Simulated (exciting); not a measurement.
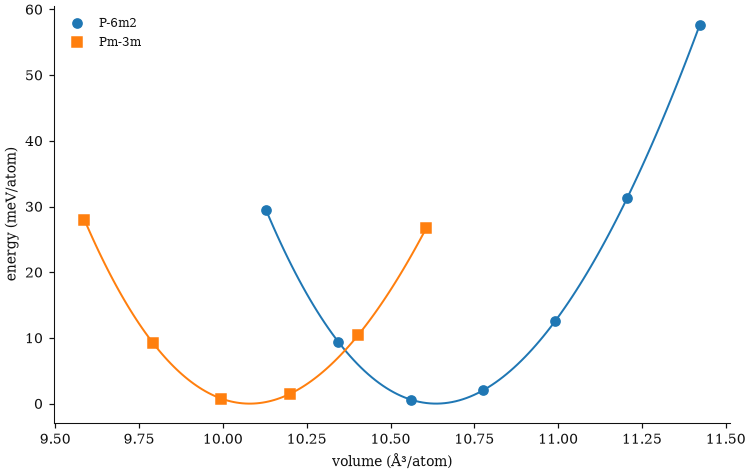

Plotted: energy against volume, with one curve for each structure, for TaN. Each energy curve has its own zero, so the curves don't rank the structures.

Calculation (exciting sodium): all-electron LAPW DFT, no spin polarisation; energies at scaled volumes of the given cell, shape and fractions fixed, counted from the fit's minimum, third-order Birch-Murnaghan fit. Level: PBEsol.

occupations Fermi–Dirac; smearing width 0.05 eV; potentials all electron LAPW+lo, shipped species files.

Settings that differ: P-6m2: k mesh 10×10×9; Pm-3m: k mesh 10×10×10.

Order the curves by fitted equilibrium volume, smallest first.

Answer. Pm-3m 10.080, P-6m2 10.636 Å³/atom.

Order the curves by fitted bulk modulus, smallest first.

Answer. Pm-3m 340.4, P-6m2 359.0 GPa.

Keep in mind: shape and atomic fractions are frozen while scaling, which makes layered, chain and framework solids too stiff.
